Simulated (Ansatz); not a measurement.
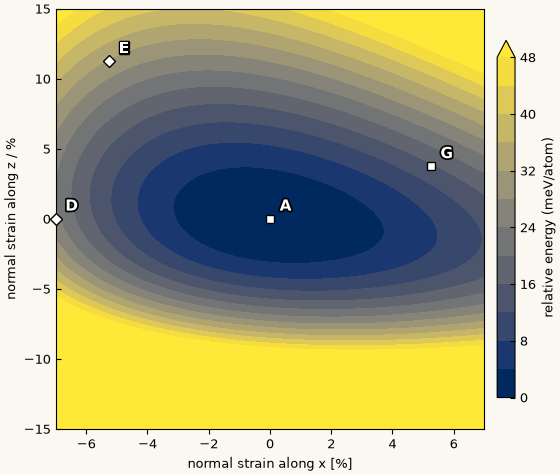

KF (Fm-3m, No. 225; 2 atoms in the cell). The energy is mapped over two homogeneous strains (x, y and z along the cube axes). Coordinates scanned: (1) normal strain along x; (2) normal strain along z. Nothing is relaxed (symmetry fixes all fractional coordinates). Grid: 9 × 9 points. Points are written as (first, second). All energies are given in meV/atom relative to the lowest grid point. Method: DFT PBE, scalar-relativistic, plane waves, PAW in Ansatz. Settings: cutoff 520 eV, k-mesh 8×8×8, gaussian smearing 0.05 eV, no spin polarisation.

The picture shows filled contours, one colour for all values above the top of the scale, lettered points. Between grid points the surface is interpolated.

### Is E the lowest point of the computed grid?

No. E lies 32 meV/atom above the lowest grid point, which is at (0.00 %, 0.00 %).

### Which space group has the cell at each letter?

A: Fm-3m; D: I4/mmm; E: Fmmm; G: Fmmm.
